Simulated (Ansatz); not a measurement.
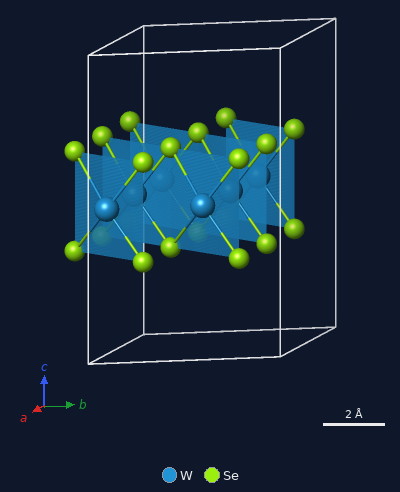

The input geometry (polyhedral view of the 2 × 2 repeat of the cell, with the vacuum cut short, seen slightly off an axis; polyhedra are completed across the faces of the cell). An atom can appear more than once, as a periodic image.

# WSe2: single-point calculation

WSe2 (Pm, 3 atoms in the cell), computed with DFT PBEsol, scalar-relativistic, plane waves, PAW, PAW set soft_1, no spin polarisation (Ansatz 0.2.0).

The structure derives from a Materials Project entry. Figures and captions count atoms from 1; the log counts them from 0 in places.

## The input
```yaml
crystal:
  lattice:
    - [3.2702124385, 0.0, 0.0]
    - [-1.6351062193, 2.8320870475, 0.0]
    - [0.0, 0.0, 16.6611438686]
  atoms:
    - { symbol: W, position: [0.0130719043, 0.1953682887, 0.0] }
    - { symbol: Se, position: [0.3333333333, 0.6666666667, 0.1003991028] }
    - { symbol: Se, position: [0.3333333333, 0.6666666667, 0.8996008972] }
basis:
  ecutwfc: 420
kpoints:
  mp_grid: { grid: [9, 9, 2] }
hamiltonian:
  xc: pbesol
  pseudopotentials: { kind: paw, azcp: { folder: soft_1 } }
scf:
  occupations: { method: gaussian, width: 0.05 }
output:
  forces: true
  stress: true
  eigenvalues: true
  write_density: true
  write_potential: true
  elf: true
  volumetric_format: npy
```

Run on 2 threads of Arm Neoverse N1, 98 GiB of memory available, shared host.

Command:
```bash
ansatz run input.yaml --threads 2 --pin off --max-ram 4096MiB --backend cpu --events-out ev --progress --plain --runs-dir out
```

## Log
```
Warning: [file] the record states the generating functional pbe (its physics header spells it `PBE`), which answers neither for hamiltonian.xc's functional nor for the pbesol family's — results may be inconsistent (PPs are generated against a specific XC)
Warning: [file] the record states the generating functional pbe (its physics header spells it `PBE`), which answers neither for hamiltonian.xc's functional nor for the pbesol family's — results may be inconsistent (PPs are generated against a specific XC)
Engine: ansatz 0.2.0, aarch64-unknown-linux-gnu
Pseudopotentials: kind: paw
Pseudopotential: W, paw, valence charge 14, recommended cutoff 420 eV (normal), [file]
Pseudopotential: Se, paw, valence charge 16, recommended cutoff 420 eV (normal), [file]
Functional definition: PBEsol
  exchange = pbesol_x
  correlation = pbesol_c
Crystal: 3 atoms, lattice volume = 154.308 Å³
Basis set: ecut = 420 eV, 3067 PW (Γ), exchange–correlation on 48×48×240 points (8 copies of the dense FFT grid, shifted against one another)
Bands: 28, of which v1, the nominal top of the filled ones, is band 23 counted from 1 (22 counted from 0)
Symmetry: 2 space group operations
Space group: Pm (ITA 6), of the structure as read, at distance tolerance 5.4e-5 Å
k-points: 82 of 162 (time reversal used)
Non-local potential: W, projectors of the file, l = 0: 3, l = 1: 2, l = 2: 2, l = 3: 1
Non-local potential: Se, projectors of the file, l = 0: 2, l = 1: 2, l = 2: 3, l = 3: 1
PAW form: soft (Blöchl's): semilocal exchange-correlation on the pseudo side does not see the compensation charge
PAW frozen core: W, regenerated for the run's functional, and the local potential with it (the file was generated under x = pbe(κ = 0.804, μ = 0.2195149727645171), c = pbe(β = 0.06672455060314922))
PAW frozen core: Se, regenerated for the run's functional, and the local potential with it (the file was generated under x = pbe(κ = 0.804, μ = 0.2195149727645171), c = pbe(β = 0.06672455060314922))
PAW one-centre angular grid: W, 590 points (default); XC on 64 Gauss nodes
PAW one-centre angular grid: Se, 590 points (default); XC on 64 Gauss nodes
Initial density: superposition of atomic densities (neutral atoms: chi_scale 0, normalization atom)
Initial wavefunctions: pseudopotential atomic-orbital guess
Functional: x = pbesol(κ = 0.804, μ = 0.12345679012345678), c = pbesol(β = 0.046)
SCF iter   1: F=—  HF=-21105.201789 eV  |F-HF|=—  |Δ(HF+E_count)|=         —  Δρ=2.65e-2  dr2=2.23e0  ethr=3.10e-3  ⟨swp⟩=9.1  Hψ=11567  notcnv=0
preconditioner: auto → LDOS  [insulator: Δε(μ)=0.156 eV  Ē_g=8.996 eV  σ=0.050 eV  W_gap=0.60  n_scr=16 (ndim 8)  ℏωp=12.7 eV  f_vac=0.592  D(μ)=1.48/eV (n_scr^D=6)  ε∞_Penn≈3.0  β→1.0]
SCF iter   2: F=—  HF=-21105.068886 eV  |F-HF|=—  |Δ(HF+E_count)|=   1.33e-1  Δρ=1.97e-2  dr2=2.16e0  ethr=3.10e-3  ⟨swp⟩=4.4  Hψ=6250  notcnv=0  defer=76
SCF iter   3: F=—  HF=-21104.625891 eV  |F-HF|=—  |Δ(HF+E_count)|=   4.43e-1  Δρ=2.57e-3  dr2=2.40e-2  ethr=3.10e-3  ⟨swp⟩=3.1  Hψ=3867  notcnv=0  defer=76
SCF iter   4: F=—  HF=-21104.619587 eV  |F-HF|=—  |Δ(HF+E_count)|=   6.30e-3  Δρ=7.77e-4  dr2=1.03e-3  ethr=5.22e-5  ⟨swp⟩=2.3  Hψ=3978  notcnv=0  defer=76
SCF iter   5: F=—  HF=-21104.619421 eV  |F-HF|=—  |Δ(HF+E_count)|=   1.66e-4  Δρ=2.27e-4  dr2=6.82e-5  ethr=2.24e-6  ⟨swp⟩=2.6  Hψ=4455  notcnv=0  defer=76
SCF iter   6: F=—  HF=-21104.619393 eV  |F-HF|=—  |Δ(HF+E_count)|=   2.80e-5  Δρ=5.48e-5  dr2=3.41e-6  ethr=1.48e-7  ⟨swp⟩=2.3  Hψ=3668  notcnv=0  defer=76
SCF iter   7: F=—  HF=-21104.619397 eV  |F-HF|=—  |Δ(HF+E_count)|=   4.06e-6  Δρ=1.31e-5  dr2=1.62e-7  ethr=7.42e-9  ⟨swp⟩=2.6  Hψ=3626  notcnv=0  defer=76
SCF iter   8: F=-21104.619397 eV  HF=-21104.619397 eV  |F-HF|=2.33e-8  |Δ(HF+E_count)|=   4.72e-7  Δρ=3.80e-6  dr2=3.93e-8  ethr=2.17e-10  ⟨swp⟩=18.3  Hψ=19371  notcnv=0
SCF 1 converged in 8 iterations: F = -21104.619397 eV  dr2 = 3.93e-8
  greatest PAW one-centre occupation: 1.000 electrons in one spin orbital (limit 2), on the Se atom at site 2 (counted from 0), in its partial waves of l = 2
```

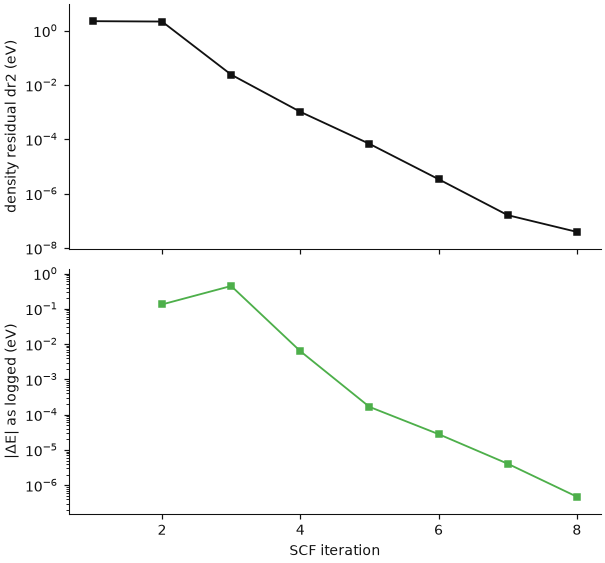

Convergence of the self-consistent field: density residual dr2 and size of the energy change against the SCF iteration. The residual falls at every step.

```
WARN: The output density's exchange-correlation potential varies sharply where the density is thin. Do not read a vacuum level from v_tot or v_xc, or from such a field of the output density. On a cell that repeats whose density bears no net charge and no dipole along the vacuum's axis use v_es (v_loc + v_h of the components); under efield.dipole_correction with no amplitude use v_es + v_field, which holds any external_charges[].barrier, or the levels of the report's work_function block, which leave it out; under a non-zero efield.amplitude the vacuum is tilted and has no level; on a cell that repeats and bears such a dipole with no correction it is tilted too, and efield.dipole_correction with no amplitude gives each side of its ramp a level where efield: is served; in a cell that repeats whose density bears a net charge (total_charge, or a fill off its count) it is curved and has none; of a slab under crystal.periodic whose density bears no net charge use v_es, which has a level on each side, short of where the two are joined; of another it falls or rises all the way out and has none; of a slab beside external_charges read slab_vacuum_level instead, which it has where they leave it neutral. The grid or the basis barely resolves most such structure, and the values can differ between equally converged runs; as a rule a tighter scf.convergence.dr2_threshold does not remove it. Where the density itself ripples (under the LDA too) a higher basis.ecutwfc lessens it. The files hold the spikes' plane waves up to the density's cutoff. Files: v_tot_of_output_density and the like, and their columns of v_z.tsv (output.write_potential); v_xc_of_output_density and the like, and their columns of v_comp_z.tsv (output.write_potential_components). Measured: with its Gaussian average of σ = 0.25 Å subtracted twice, the exchange-correlation potential is over 0.1 eV at 157 of the grid points where the equally averaged density (valence and model cores) is under 1e-3 e/Å³, and 0.310 eV at the most among them, at an averaged density of 3.1e-8 e/Å³. The input density's (outcome.potential() and, of a run that writes arrays, v_tot and v_xc) is over 0.1 eV, so measured, at 254 points of its own thin density, 0.149 eV at the most. See output.write_potential in the manual, Limitations
SCF converged after 8 iterations
Free energy (F): -21104.619397 eV
Harris-Foulkes:  -21104.619397 eV  (|F-HF|=2.33e-8)
Internal energy: -21104.618036 eV  (E = F + TS)
E sigma→0 (E₀):  -21104.618717 eV
Entropy (-TS):   -0.001361 eV (-0.454 meV/atom)
Fermi energy:    2.568411 eV
--- Per-component energies (eV) ---
  E_band       = -1346.173049
  E_kinetic    = 653.947974
  E_local      = -33196.902319  (includes V_loc(G=0)·N_el)
  E_nonlocal   = -727.679876
  E_hartree    = 16440.873911
  E_xc         = -437.873171
  E_vxc        = -415.324030  (∫ρ·V_xc dr)
  E_paw        = -12623.729430  (= ΣΔE_a)
  E_vpaw       = -541.972505  (= ΣTr[D̂ρ^β])
  E_aug_tail   = -0.000617  (compensation charges beyond the density's cutoff)
  E_ewald      = 8784.506730
  E_core_change = 2.238761  (= ΣΔE_core)
  E_smearing   = -0.001361  (= −TS)
  E_closure    = -0.000000  (closes the sum)
  Σ components = -21104.619397   (vs F -21104.619397, Δ=0.00e0)
--- Forces (eV/Å), atoms counted from 1 ---
  atom   1  W      1.18455564    -8.32254717    -0.00000000
  atom   2  Se    -0.59227425     4.16130574     4.32090454
  atom   3  Se    -0.59227425     4.16130574    -4.32090454
  max |Σ_I F_I| component: 6.43e-5 eV/Å
--- Stress (GPa, compression-positive) ---
       -0.027395       2.072846       0.000000
        2.072847       9.352135       0.000000
        0.000000       0.000000      15.009265
  P = ⅓ Tr σ = 8.1113 GPa (81.113 kbar)
--- Band table (eV; the first three rows and the last of 82) ---
  k-point 0: bands = ["-71.9873", "-45.9506", "-45.9484", "-45.9399", "-45.9396", "-45.9039", "-45.9021", "-45.8843", "-45.8828", "-45.8566", "-45.8547", "-36.5901", "-36.2757", "-35.9804", "-13.3012", "-11.9704", "-4.6400", "-1.6619", "-0.6584", "-0.3613", "-0.0112", "1.0040", "1.8075", "3.5174", "3.5507", "4.7530", "5.9809", "6.2428"]
  k-point 1: bands = ["-71.9873", "-45.9506", "-45.9484", "-45.9399", "-45.9396", "-45.9039", "-45.9021", "-45.8843", "-45.8828", "-45.8566", "-45.8547", "-36.5901", "-36.2757", "-35.9804", "-13.3012", "-11.9704", "-4.6400", "-1.6619", "-0.6585", "-0.3613", "-0.0112", "1.0040", "1.8075", "3.5175", "3.5507", "4.7531", "5.9543", "6.4309"]
  k-point 2: bands = ["-71.9860", "-45.9503", "-45.9482", "-45.9399", "-45.9396", "-45.9042", "-45.9018", "-45.8841", "-45.8829", "-45.8565", "-45.8545", "-36.5826", "-36.3072", "-35.9890", "-13.0949", "-11.9066", "-4.3685", "-2.0626", "-0.9085", "-0.3781", "0.2358", "0.5326", "1.3042", "3.5174", "3.8745", "4.6009", "5.5910", "6.5468"]
  k-point 81: bands = ["-71.9770", "-45.9499", "-45.9490", "-45.9369", "-45.9366", "-45.9062", "-45.9010", "-45.8829", "-45.8815", "-45.8563", "-45.8538", "-36.5399", "-36.4428", "-36.1044", "-11.4438", "-11.1552", "-4.1976", "-3.5442", "-2.7564", "-1.3873", "-0.9922", "-0.1747", "2.2859", "3.3088", "3.8776", "4.9350", "6.1359", "7.6068"]
```

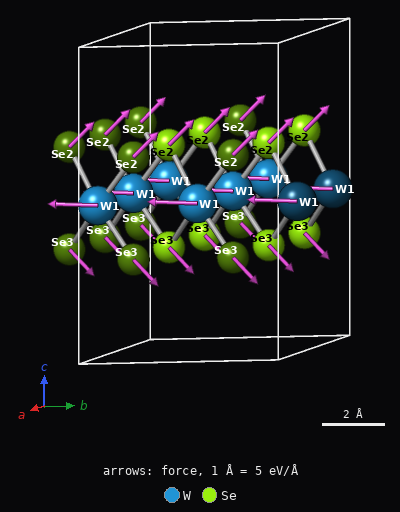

Forces on the atoms as pink arrows (ball-and-stick view of the 2 × 2 repeat of the cell, with the vacuum cut short, seen slightly off an axis; neighbours outside the cell are drawn fainter; atoms are numbered from 1 in the order of the input). The largest act on W1 (8.41 eV/Å); Se2, Se3 (6.03 eV/Å). The geometry is not a stationary point of this energy.

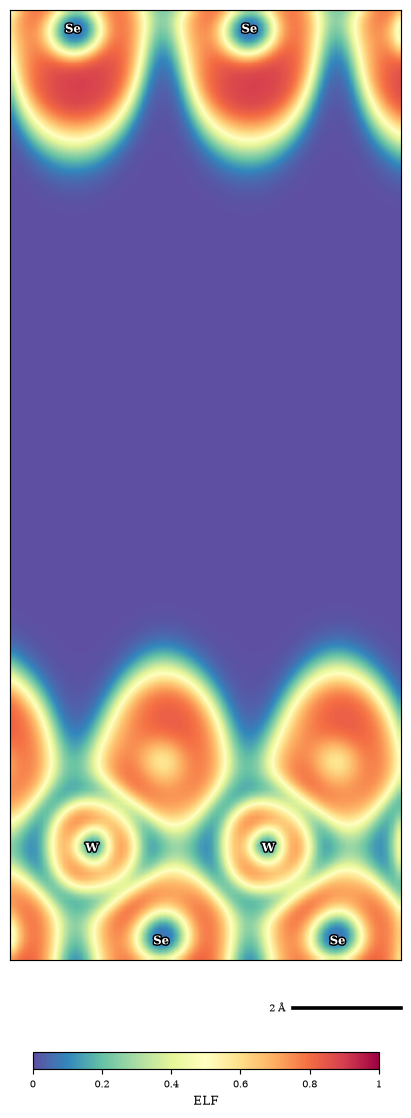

ELF on the (011) plane of the conventional cell. W–Se (2.16 Å): the ELF is about 0.50 at the midpoint. The strong features right at W lie inside the PAW spheres (semicore, d or f shells) and say nothing about bonding. The fields are those of the smooth PAW valence density.

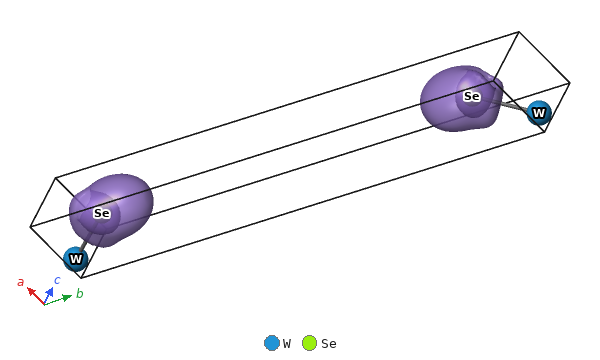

Isosurface of the electron localisation function at 0.7 (purple), seen at an oblique angle. Only the valence region is drawn (cores and ρ < 0.01 e/Å³ removed). Sticks mark near contacts. The outline is the cell set on symmetry axes. Along the contacts the grid gives the following. W–Se (2.16 Å): the ELF is about 0.50 at the midpoint.

## Results in brief

- outcome: converged
- space group (tolerance 0.01 Å): Pm (6)
- electrons treated: 46
- free energy: −21104.6194 eV
- Fermi energy: 2.568 eV
- gap on the k-point mesh: none (metallic)
- pressure: 8.11 GPa
- largest force (length of the vector): 8.406 eV/Å
- wall time: 36 s (CPU time 70 s)
- peak memory: 0.56 GiB

## Notes

The program warns: the PAW datasets were made with another functional; the exchange-correlation potential is rough where the density is thin. Spin–orbit coupling is left out, which matters for W.
